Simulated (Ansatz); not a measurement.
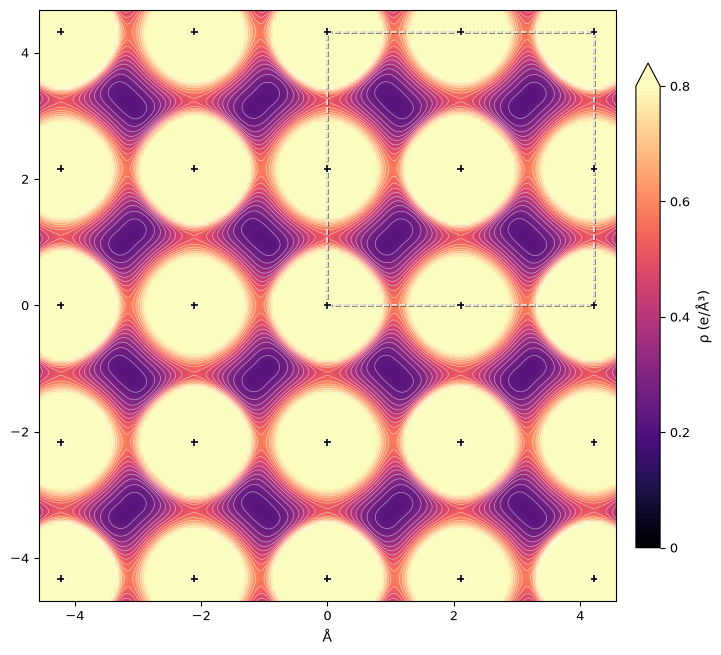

The valence pseudo-density on a plane through atoms (crosses mark nuclei in the plane).

Level of theory: Ansatz, DFT r2SCAN, scalar-relativistic, plane waves, PAW.

Candidates:
A. AlCu, a = 2.92 Å, b = 2.92 Å, c = 3.00 Å, α = 90.00°, β = 90.00°, γ = 90.00°. Space group P4/mmm; a structure from a database of computed crystals, not necessarily the ambient phase; changed on purpose from its base cell (strain -0.025 along x and y, +0.000 along z, atoms carried along); computed without spin polarisation.
B. TiC, a = 3.06 Å, b = 3.06 Å, c = 4.22 Å, α = 90.00°, β = 90.00°, γ = 90.00°. Space group I4/mmm; changed on purpose from its base cell (strain -0.0250 x Voigt [0, 0, 1, 0, 0, 0], atoms carried along); computed pressure about 7 GPa in this cell; computed without spin polarisation.
C. SnO₂, a = 4.00 Å, b = 4.00 Å, c = 10.20 Å, α = 90.00°, β = 90.00°, γ = 90.00°. Space group I4₁/amd; a structure from a database of computed crystals, not necessarily the ambient phase.

Which candidate gave the map?

Candidate B: TiC on the (11̄0) plane of the conventional cell, which holds Ti and C. Ti–C (2.11 Å): ρ at the midpoint is about 0.58 e/Å³. Ti–C (2.16 Å): ρ is about 0.52 e/Å³ halfway.
